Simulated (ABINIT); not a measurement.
# Na: band-structure run (part 3 of 3)

Na (Im-3m, 1 atom in the cell); Kohn-Sham DFT of a periodic cell, r2SCAN, Ansatz NC r2SCAN, no spin polarisation (ABINIT 10.8.3); cutoff 1496.63 eV, 9×9×9 k-mesh, fermi-dirac of 0.05 eV. The structure derives from an entry of the Crystallography Open Database.

Geometry of the input (Å; fractional positions):
```
-2.1410  2.1410  2.1410
2.1410  -2.1410  2.1410
2.1410  2.1410  -2.1410
Na 0.0000  0.0000  0.0000
```

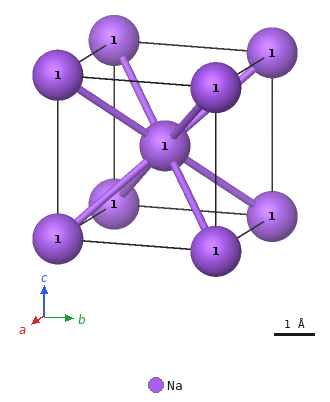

Fig. 1: The structure as given in the input (ball-and-stick view of the cell 2 times as large as that of the calculation, set on its symmetry axes, seen slightly off an axis; atoms are numbered from 1 in the order of the input). An atom can appear more than once, as a periodic image.

What the program printed, continued:
```
  7.84E-12  6.33E-12  4.63E-12  2.24E-12  5.72E-12  4.55E-12  4.05E-12  2.25E-12
  8.15E-12  4.59E-12  7.12E-12  1.15E-10  8.10E-09  2.89E-06  2.73E-05
 -2.0207E+00 -9.3391E-01 -9.3366E-01 -9.3366E-01  9.0689E-02  1.4367E-01
  1.4367E-01  2.1190E-01  6.7531E-01  6.7531E-01  6.9373E-01  6.9373E-01
  7.3373E-01  7.6115E-01  7.9024E-01
 Non-SCF case, kpt   38 (  0.25000  0.25000  0.25000), residuals and eigenvalues=
  7.97E-12  4.09E-12  9.02E-12  4.67E-12  1.02E-12  1.79E-12  1.54E-12  5.16E-12
  1.22E-12  5.66E-12  2.17E-12  9.12E-12  4.62E-11  1.80E-06  3.98E-06
 -2.0207E+00 -9.3375E-01 -9.3375E-01 -9.3375E-01  1.2608E-01  1.2608E-01
  1.2608E-01  2.0266E-01  6.9196E-01  6.9196E-01  7.2483E-01  7.2483E-01
  7.2483E-01  7.8076E-01  7.8077E-01
 Non-SCF case, kpt   39 (  0.27500  0.17500  0.27500), residuals and eigenvalues=
  5.37E-12  6.44E-12  2.19E-12  4.32E-12  2.48E-12  1.48E-12  1.51E-12  7.80E-12
  3.53E-12  7.23E-12  6.87E-12  4.53E-12  1.58E-11  1.07E-06  1.02E-06
 -2.0207E+00 -9.3383E-01 -9.3383E-01 -9.3358E-01  1.1310E-01  1.1310E-01
  1.4550E-01  2.1825E-01  6.6109E-01  6.6109E-01  6.8195E-01  7.2622E-01
  7.2622E-01  7.9244E-01  7.9322E-01
 Non-SCF case, kpt   40 (  0.30000  0.10000  0.30000), residuals and eigenvalues=
  5.74E-12  1.12E-12  2.64E-12  1.99E-12  3.76E-12  4.77E-12  7.25E-12  2.19E-12
  2.05E-12  8.58E-12  3.77E-12  6.87E-12  7.84E-11  3.73E-08  4.08E-05
 -2.0207E+00 -9.3390E-01 -9.3390E-01 -9.3345E-01  1.0472E-01  1.0472E-01
  1.4728E-01  2.6038E-01  5.9842E-01  5.9842E-01  6.3537E-01  7.2357E-01
  7.2357E-01  7.8678E-01  8.3310E-01
 Non-SCF case, kpt   41 (  0.32500  0.02500  0.32500), residuals and eigenvalues=
  2.91E-12  7.83E-12  1.32E-12  1.92E-12  1.77E-12  3.02E-12  6.48E-12  1.26E-12
  1.83E-12  5.15E-12  9.21E-12  2.81E-12  7.97E-12  1.12E-10  6.21E-07
 -2.0207E+00 -9.3395E-01 -9.3395E-01 -9.3337E-01  1.0093E-01  1.0093E-01
  1.4648E-01  3.1390E-01  5.3430E-01  5.3430E-01  5.8703E-01  7.2254E-01
  7.2254E-01  7.8195E-01  8.7737E-01
 Non-SCF case, kpt   42 (  0.35000 -0.05000  0.35000), residuals and eigenvalues=
  9.80E-12  7.42E-12  8.95E-12  1.20E-12  1.73E-12  1.79E-12  1.24E-12  2.74E-12
  6.74E-12  2.64E-12  5.01E-12  3.05E-12  6.58E-11  1.58E-09  1.74E-06
 -2.0207E+00 -9.3399E-01 -9.3399E-01 -9.3337E-01  1.0171E-01  1.0171E-01
  1.4837E-01  3.7314E-01  4.7349E-01  4.7349E-01  5.3894E-01  7.2394E-01
  7.2394E-01  7.8161E-01  9.2265E-01
 Non-SCF case, kpt   43 (  0.37500 -0.12500  0.37500), residuals and eigenvalues=
  3.13E-12  7.30E-12  2.46E-12  7.60E-12  1.26E-12  1.13E-12  6.14E-12  4.66E-13
  2.18E-12  1.79E-12  1.84E-12  6.56E-12  7.23E-12  7.67E-12  1.32E-09
 -2.0207E+00 -9.3401E-01 -9.3401E-01 -9.3344E-01  1.0708E-01  1.0708E-01
  1.5413E-01  4.1694E-01  4.1694E-01  4.3483E-01  4.9433E-01  7.2832E-01
  7.2832E-01  7.8653E-01  9.5881E-01
 Non-SCF case, kpt   44 (  0.40000 -0.20000  0.40000), residuals and eigenvalues=
  8.84E-12  2.30E-12  1.52E-12  9.47E-12  1.58E-12  3.05E-12  5.36E-12  4.24E-13
  8.70E-12  8.79E-12  9.10E-12  9.13E-12  1.81E-11  2.21E-10  2.35E-07
 -2.0207E+00 -9.3402E-01 -9.3402E-01 -9.3357E-01  1.1702E-01  1.1702E-01
  1.6380E-01  3.6497E-01  3.6497E-01  4.4257E-01  5.1004E-01  7.3570E-01
  7.3570E-01  7.9664E-01  9.6146E-01
 Non-SCF case, kpt   45 (  0.42500 -0.27500  0.42500), residuals and eigenvalues=
  2.81E-12  8.13E-12  1.59E-12  6.82E-12  1.65E-12  7.47E-12  4.75E-12  4.55E-12
  2.34E-12  4.32E-12  1.79E-12  3.54E-12  6.47E-12  8.66E-12  6.47E-09
 -2.0207E+00 -9.3402E-01 -9.3402E-01 -9.3372E-01  1.3155E-01  1.3155E-01
  1.7683E-01  3.1769E-01  3.1769E-01  4.0407E-01  5.7887E-01  7.4572E-01
  7.4572E-01  8.1125E-01  9.3731E-01
 Non-SCF case, kpt   46 (  0.45000 -0.35000  0.45000), residuals and eigenvalues=
  1.30E-12  4.64E-12  1.51E-12  1.46E-12  2.46E-12  1.68E-12  1.84E-12  1.27E-12
  9.17E-12  3.98E-12  1.04E-12  4.99E-12  2.25E-12  3.62E-10  3.02E-06
 -2.0207E+00 -9.3401E-01 -9.3401E-01 -9.3387E-01  1.5062E-01  1.5062E-01
  1.9178E-01  2.7520E-01  2.7520E-01  3.6967E-01  6.5113E-01  7.5725E-01
  7.5725E-01  8.2825E-01  9.0995E-01
 Non-SCF case, kpt   47 (  0.47500 -0.42500  0.47500), residuals and eigenvalues=
  8.30E-12  6.42E-12  1.31E-12  6.47E-12  2.96E-12  6.15E-12  3.36E-12  2.55E-12
  1.28E-12  5.74E-12  2.93E-12  3.88E-12  8.47E-12  1.35E-09  6.03E-05
 -2.0207E+00 -9.3401E-01 -9.3401E-01 -9.3397E-01  1.7402E-01  1.7402E-01
  2.0535E-01  2.3774E-01  2.3774E-01  3.4425E-01  7.2254E-01  7.6770E-01
  7.6770E-01  8.3776E-01  8.8894E-01
 Non-SCF case, kpt   48 (  0.50000 -0.50000  0.50000), residuals and eigenvalues=
  4.47E-12  3.57E-12  3.49E-12  5.02E-12  5.52E-13  3.53E-12  4.43E-12  3.97E-12
  1.90E-12  1.37E-12  5.21E-12  7.01E-12  6.93E-12  1.06E-11  3.32E-12
 -2.0207E+00 -9.3401E-01 -9.3401E-01 -9.3401E-01  1.9574E-01  1.9574E-01
  2.1133E-01  2.1133E-01  2.1133E-01  3.3429E-01  7.7228E-01  7.7228E-01
  7.7228E-01  8.1770E-01  8.8064E-01

Result for kinetic energy density :

--------------------------------------------------------------------------------
 Total kinetic energy density [Ha/Bohr^3]
)     Maximum=    4.0165E+01  at reduced coord.    0.0000    0.0000    0.0000
)     Minimum=    2.6835E-04  at reduced coord.    0.7500    0.5000    0.2500
   Integrated=    2.8700E+01
--------------------------------------------------------------------------------

--- !ResultsGS
iteration_state: {dtset: 2, }
comment   : Summary of ground state results
lattice_vectors:
- [ -4.0459036,   4.0459036,   4.0459036, ]
- [  4.0459036,  -4.0459036,   4.0459036, ]
- [  4.0459036,   4.0459036,  -4.0459036, ]
lattice_lengths: [   7.00771,    7.00771,    7.00771, ]
lattice_angles: [109.471, 109.471, 109.471, ] # degrees, (23, 13, 12)
lattice_volume:   2.6491503E+02
convergence: {deltae:  0.000E+00, res2:  0.000E+00, residm:  9.881E-12, diffor:  0.000E+00, }
etotal    :  -4.60470634E+01
entropy   :   0.00000000E+00
fermie    :   2.32702509E-02
cartesian_stress_tensor: null
pressure_GPa: null
xred      :
- [  0.0000E+00,   0.0000E+00,   0.0000E+00, Na]
cartesian_forces: null
force_length_stats: {min: null, max: null, mean: null, }
...

 Integrated electronic density in atomic spheres:
 ------------------------------------------------
 Atom  Sphere_radius  Integrated_density
    1        2.00000          7.94231596
================================================================================

 ----iterations are completed or convergence reached----

 Mean square residual over all n,k,spin=   37.293E-13; max=  98.807E-13
 reduced coordinates (array xred) for    1 atoms
       0.000000000000      0.000000000000      0.000000000000

 cartesian coordinates (angstrom) at end:
    1      0.00000000000000     0.00000000000000     0.00000000000000
 length scales=  7.007710659323  7.007710659323  7.007710659323 bohr
              =  3.708320779000  3.708320779000  3.708320779000 angstroms
 Eigenvalues (   eV  ) for nkpt=  48  k points:
 kpt#   1, nband= 15, wtk=  1.00000, kpt=  0.0000  0.0000  0.0000 (reduced coord)
 -54.98845  -25.39432  -25.39432  -25.39432   -2.72706   12.89625   12.89625   12.89625
  14.00900   14.00900   14.50563   14.50563   14.50563   15.11952   15.11952
 kpt#   2, nband= 15, wtk=  1.00000, kpt=  0.0455 -0.0455  0.0455 (reduced coord)
 -54.98838  -25.39512  -25.39473  -25.39473   -2.65212   12.13394   12.13394   12.69183
  12.96849   13.64318   14.85267   14.85267   15.35139   15.73601   15.73608
 kpt#   3, nband= 15, wtk=  1.00000, kpt=  0.0909 -0.0909  0.0909 (reduced coord)
 -54.98821  -25.39735  -25.39591  -25.39591   -2.42787   10.98228   10.98228   11.30059
  12.89633   13.18517   15.09140   15.09140   15.76318   17.25181   17.25193
 kpt#   4, nband= 15, wtk=  1.00000, kpt=  0.1364 -0.1364  0.1364 (reduced coord)
 -54.98793  -25.40060  -25.39780  -25.39780   -2.05600    9.89357    9.89357   10.04960
  12.02936   13.54615   15.40177   15.40177   16.21188   19.03206   19.03209
 kpt#   5, nband= 15, wtk=  1.00000, kpt=  0.1818 -0.1818  0.1818 (reduced coord)
 -54.98759  -25.40431  -25.40026  -25.40026   -1.53925    8.92123    8.92123    8.94394
  11.14290   14.05117   15.82452   15.82452   16.61660   20.97682   20.97823
 kpt#   6, nband= 15, wtk=  1.00000, kpt=  0.2273 -0.2273  0.2273 (reduced coord)
 -54.98720  -25.40790  -25.40311  -25.40311   -0.88134    7.98486    8.07681    8.07681
  10.29257   14.69979   16.36455   16.36455   16.54853   19.57003   23.05542
 kpt#   7, nband= 15, wtk=  1.00000, kpt=  0.2727 -0.2727  0.2727 (reduced coord)
 -54.98682  -25.41093  -25.40615  -25.40615   -0.08706    7.17286    7.36326    7.36326
   9.51034   15.32264   15.49131   17.02173   17.02173   19.54471   25.22139
 kpt#   8, nband= 15, wtk=  1.00000, kpt=  0.3182 -0.3182  0.3182 (reduced coord)
 -54.98646  -25.41314  -25.40911  -25.40911    0.83741    6.50825    6.78094    6.78094
   8.80893   13.58433   16.42447   17.79258   17.79258   20.28965   27.19473
 kpt#   9, nband= 15, wtk=  1.00000, kpt=  0.3636 -0.3636  0.3636 (reduced coord)
 -54.98615  -25.41453  -25.41175  -25.41175    1.88327    5.99119    6.32927    6.32927
   8.17338   11.87047   17.49674   18.66695   18.66695   21.29475   27.03204
 kpt#  10, nband= 15, wtk=  1.00000, kpt=  0.4091 -0.4091  0.4091 (reduced coord)
 -54.98592  -25.41526  -25.41384  -25.41384    3.03586    5.62180    6.00744    6.00744
   7.52585   10.39923   18.70151   19.61537   19.61537   22.40161   25.11224
 kpt#  11, nband= 15, wtk=  1.00000, kpt=  0.4545 -0.4545  0.4545 (reduced coord)
 -54.98578  -25.41556  -25.41518  -25.41518    4.26390    5.40014    5.81469    5.81469
   6.68853    9.41888   20.01042   20.53435   20.53435   23.39229   23.44438
 kpt#  12, nband= 15, wtk=  1.00000, kpt=  0.5000 -0.5000  0.5000 (reduced coord)
 -54.98573  -25.41564  -25.41564  -25.41564    5.32624    5.32624    5.75050    5.75050
   5.75050    9.09661   21.01476   21.01476   21.01476   22.25068   23.96346
 kpt#  13, nband= 15, wtk=  1.00000, kpt=  0.4375 -0.4375  0.5000 (reduced coord)
 -54.98577  -25.41595  -25.41520  -25.41483    4.53304    4.88930    5.81117    6.08426
   6.67783    9.38344   19.74534   20.51135   21.07745   22.96845   24.00694
 kpt#  14, nband= 15, wtk=  1.00000, kpt=  0.3750 -0.3750  0.5000 (reduced coord)
 -54.98591  -25.41683  -25.41397  -25.41253    3.69297    4.25046    5.99320    6.51005
   7.91994   10.14515   18.01693   19.34239   21.26460   23.37321   24.13344
 kpt#  15, nband= 15, wtk=  1.00000, kpt=  0.3125 -0.3125  0.5000 (reduced coord)
 -54.98610  -25.41815  -25.41213  -25.40908    2.97874    3.62675    6.29660    6.97559
   9.30316   11.20759   16.34898   17.95013   21.57302   23.72661   24.29434
 kpt#  16, nband= 15, wtk=  1.00000, kpt=  0.2500 -0.2500  0.5000 (reduced coord)
 -54.98633  -25.41971  -25.40995  -25.40500    2.39473    3.07610    6.72109    7.52939
  10.82123   12.42967   14.79109   16.56583   21.99574   24.16673   24.44900
 kpt#  17, nband= 15, wtk=  1.00000, kpt=  0.1875 -0.1875  0.5000 (reduced coord)
 -54.98656  -25.42127  -25.40777  -25.40091    1.94116    2.62796    7.26520    8.19110
  12.47034   13.35872   13.53257   15.49539   22.51733   24.16037   24.23335
 kpt#  18, nband= 15, wtk=  1.00000, kpt=  0.1250 -0.1250  0.5000 (reduced coord)
 -54.98676  -25.42259  -25.40593  -25.39742    1.61765    2.29876    7.92316    8.95846
  12.06356   13.28848   14.24291   15.98233   22.55074   22.83064   23.10060
 kpt#  19, nband= 15, wtk=  1.00000, kpt=  0.0625 -0.0625  0.5000 (reduced coord)
 -54.98689  -25.42348  -25.40470  -25.39509    1.42376    2.09793    8.66590    9.79199
  10.93756   12.27585   16.11044   17.48283   20.47032   21.05095   23.64430
 kpt#  20, nband= 15, wtk=  1.00000, kpt=  0.0000  0.0000  0.5000 (reduced coord)
 -54.98693  -25.42379  -25.40426  -25.39427    1.35916    2.03047    9.19727   10.27829
  10.35470   11.62772   17.59122   18.89692   18.95898   19.48677   23.89796
 kpt#  21, nband= 15, wtk=  1.00000, kpt=  0.0000  0.0000  0.4375 (reduced coord)
 -54.98699  -25.42268  -25.40389  -25.39427    0.63093    2.88061    9.26568   10.33085
  10.41617   11.69032   17.29355   17.90914   19.85946   20.04940   23.11207
 kpt#  22, nband= 15, wtk=  1.00000, kpt=  0.0000  0.0000  0.3750 (reduced coord)
 -54.98715  -25.41951  -25.40281  -25.39428   -0.23131    4.10868    9.47068   10.48830
  10.60066   11.87358   16.73910   17.01589   20.53124   21.22219   21.68089
 kpt#  23, nband= 15, wtk=  1.00000, kpt=  0.0000  0.0000  0.3125 (reduced coord)
 -54.98740  -25.41476  -25.40120  -25.39428   -0.98140    5.46863    9.81146   10.74973
  10.90841   12.16256   16.19440   16.26274   20.20151   20.49662   21.05168
 kpt#  24, nband= 15, wtk=  1.00000, kpt=  0.0000  0.0000  0.2500 (reduced coord)
 -54.98769  -25.40913  -25.39929  -25.39429   -1.60372    6.94436   10.28616   11.11249
  11.33959   12.52709   15.66613   15.72691   18.80024   19.33156   19.33221
 kpt#  25, nband= 15, wtk=  1.00000, kpt=  0.0000  0.0000  0.1875 (reduced coord)
 -54.98798  -25.40349  -25.39739  -25.39431   -2.09252    8.52742   10.89034   11.56920
  11.89376   12.91258   15.24925   15.35445   17.51992   17.75820   17.97958
 kpt#  26, nband= 15, wtk=  1.00000, kpt=  0.0000  0.0000  0.1250 (reduced coord)
 -54.98822  -25.39868  -25.39578  -25.39431   -2.44419   10.20291   11.61129   12.09815
  12.56815   13.23728   15.03846   15.07850   16.34474   16.39641   16.70296
 kpt#  27, nband= 15, wtk=  1.00000, kpt=  0.0000  0.0000  0.0625 (reduced coord)
 -54.98839  -25.39546  -25.39470  -25.39432   -2.65622   11.90328   12.39686   12.62531
  13.34836   13.46876   14.86409   15.00066   15.14357   15.51040   15.60137
 kpt#  28, nband= 15, wtk=  1.00000, kpt=  0.0000  0.0000  0.0000 (reduced coord)
 -54.98845  -25.39432  -25.39432  -25.39432   -2.72706   12.89625   12.89625   12.89625
  14.00900   14.00900   14.50563   14.50563   14.50563   15.11952   15.11952
 kpt#  29, nband= 15, wtk=  1.00000, kpt=  0.0250  0.0250  0.0250 (reduced coord)
 -54.98839  -25.39553  -25.39445  -25.39445   -2.65905   12.13858   12.13858   12.51603
  13.62416   13.62416   14.57308   15.02684   15.02684   15.38910   15.98180
 kpt#  30, nband= 15, wtk=  1.00000, kpt=  0.0500  0.0500  0.0500 (reduced coord)
 -54.98823  -25.39889  -25.39482  -25.39482   -2.45548   10.76555   10.76555   11.68454
  13.74485   13.74485   14.77542   15.19105   15.19105   15.93547   17.79105
 kpt#  31, nband= 15, wtk=  1.00000, kpt=  0.0750  0.0750  0.0750 (reduced coord)
 -54.98800  -25.40369  -25.39549  -25.39549   -2.11778    9.42653    9.42653   10.70603
  14.05523   14.05523   15.11263   15.43044   15.43044   16.55945   19.77293
 kpt#  32, nband= 15, wtk=  1.00000, kpt=  0.1000  0.1000  0.1000 (reduced coord)
 -54.98773  -25.40895  -25.39648  -25.39648   -1.64827    8.19572    8.19572    9.70118
  14.50515   14.50515   15.58471   15.76272   15.76272   17.24199   21.84410
 kpt#  33, nband= 15, wtk=  1.00000, kpt=  0.1250  0.1250  0.1250 (reduced coord)
 -54.98745  -25.41357  -25.39782  -25.39782   -1.05024    7.08646    7.08646    8.72757
  15.08564   15.08564   16.19027   16.19027   16.19159   17.99310   23.46916
 kpt#  34, nband= 15, wtk=  1.00000, kpt=  0.1500  0.1500  0.1500 (reduced coord)
 -54.98721  -25.41663  -25.39952  -25.39952   -0.32827    6.10251    6.10251    7.81990
  15.79110   15.79110   16.71336   16.71336   16.93324   18.80975   23.10924
 kpt#  35, nband= 15, wtk=  1.00000, kpt=  0.1750  0.1750  0.1750 (reduced coord)
 -54.98703  -25.41756  -25.40155  -25.40155    0.51071    5.24500    5.24500    7.00390
  16.61146   16.61146   17.33072   17.33072   17.80957   19.66440   22.44705
 kpt#  36, nband= 15, wtk=  1.00000, kpt=  0.2000  0.2000  0.2000 (reduced coord)
 -54.98692  -25.41622  -25.40382  -25.40382    1.45376    4.51407    4.51407    6.30523
  17.51552   17.51552   18.04295   18.04295   18.82049   20.48102   21.86920
 kpt#  37, nband= 15, wtk=  1.00000, kpt=  0.2250  0.2250  0.2250 (reduced coord)
 -54.98687  -25.41299  -25.40622  -25.40622    2.46776    3.90948    3.90948    5.76605
  18.37614   18.37614   18.87745   18.87745   19.96583   20.71195   21.50363
 kpt#  38, nband= 15, wtk=  1.00000, kpt=  0.2500  0.2500  0.2500 (reduced coord)
 -54.98685  -25.40860  -25.40860  -25.40860    3.43082    3.43082    3.43082    5.51470
  18.82921   18.82921   19.72370   19.72370   19.72370   21.24545   21.24573
 kpt#  39, nband= 15, wtk=  1.00000, kpt=  0.2750  0.1750  0.2750 (reduced coord)
 -54.98686  -25.41081  -25.41081  -25.40406    3.07765    3.07765    3.95915    5.93896
  17.98911   17.98911   18.55667   19.76140   19.76140   21.56334   21.58450
 kpt#  40, nband= 15, wtk=  1.00000, kpt=  0.3000  0.1000  0.3000 (reduced coord)
 -54.98684  -25.41270  -25.41270  -25.40035    2.84959    2.84959    4.00767    7.08525
  16.28390   16.28390   17.28934   19.68942   19.68942   21.40931   22.66974
 kpt#  41, nband= 15, wtk=  1.00000, kpt=  0.3250  0.0250  0.3250 (reduced coord)
 -54.98678  -25.41418  -25.41418  -25.39826    2.74635    2.74635    3.98579    8.54160
  14.53899   14.53899   15.97379   19.66131   19.66131   21.27785   23.87454
 kpt#  42, nband= 15, wtk=  1.00000, kpt=  0.3500 -0.0500  0.3500 (reduced coord)
 -54.98666  -25.41521  -25.41521  -25.39823    2.76776    2.76776    4.03745   10.15368
  12.88422   12.88422   14.66535   19.69953   19.69953   21.26876   25.10666
 kpt#  43, nband= 15, wtk=  1.00000, kpt=  0.3750 -0.1250  0.3750 (reduced coord)
 -54.98649  -25.41579  -25.41579  -25.40020    2.91377    2.91377    4.19407   11.34561
  11.34561   11.83221   13.45153   19.81854   19.81854   21.40260   26.09051
 kpt#  44, nband= 15, wtk=  1.00000, kpt=  0.4000 -0.2000  0.4000 (reduced coord)
 -54.98629  -25.41601  -25.41601  -25.40370    3.18441    3.18441    4.45731    9.93135
   9.93135   12.04286   13.87889   20.01955   20.01955   21.67755   26.16268
 kpt#  45, nband= 15, wtk=  1.00000, kpt=  0.4250 -0.2750  0.4250 (reduced coord)
 -54.98608  -25.41598  -25.41598  -25.40790    3.57959    3.57959    4.81191    8.64487
   8.64487   10.99527   15.75181   20.29195   20.29195   22.07534   25.50561
 kpt#  46, nband= 15, wtk=  1.00000, kpt=  0.4500 -0.3500  0.4500 (reduced coord)
 -54.98590  -25.41584  -25.41584  -25.41184    4.09846    4.09846    5.21867    7.48859
   7.48859   10.05910   17.71802   20.60580   20.60580   22.53770   24.76106
 kpt#  47, nband= 15, wtk=  1.00000, kpt=  0.4750 -0.4250  0.4750 (reduced coord)
 -54.98577  -25.41569  -25.41569  -25.41463    4.73520    4.73520    5.58783    6.46915
   6.46915    9.36739   19.66142   20.89025   20.89025   22.79655   24.18940
 kpt#  48, nband= 15, wtk=  1.00000, kpt=  0.5000 -0.5000  0.5000 (reduced coord)
 -54.98573  -25.41564  -25.41564  -25.41564    5.32624    5.32624    5.75050    5.75050
   5.75050    9.09661   21.01476   21.01476   21.01476   22.25068   23.96346

== END DATASET(S) ==============================================================
================================================================================

 -outvars: echo values of variables after computation  --------
            acell      7.0077106593E+00  7.0077106593E+00  7.0077106593E+00 Bohr
           etotal1    -4.6047063425E+01
            fcart1    -0.0000000000E+00 -0.0000000000E+00 -0.0000000000E+00
            rprim     -5.7735026920E-01  5.7735026920E-01  5.7735026920E-01
                       5.7735026920E-01 -5.7735026920E-01  5.7735026920E-01
                       5.7735026920E-01  5.7735026920E-01 -5.7735026920E-01
           strten1     1.0405048630E-05  1.0405048630E-05  1.0405048630E-05
                       0.0000000000E+00  0.0000000000E+00  0.0000000000E+00
 Calculation completed.
```

Summary:

```tsv
quantity	value
outcome	converged
space group (tolerance 0.01 Å)	Im-3m (229)
electrons treated	9
free energy	−1253.0044 eV
Fermi energy	0.633 eV
gap on the k-point mesh	none (metallic)
pressure	−0.31 GPa
largest force (length of the vector)	under 0.001 eV/Å
hardware	4 threads of Intel Xeon (Granite Rapids), 16 GiB of memory available, shared host
wall time	2.7 min (CPU time 11 min)
peak memory	0.92 GiB
```
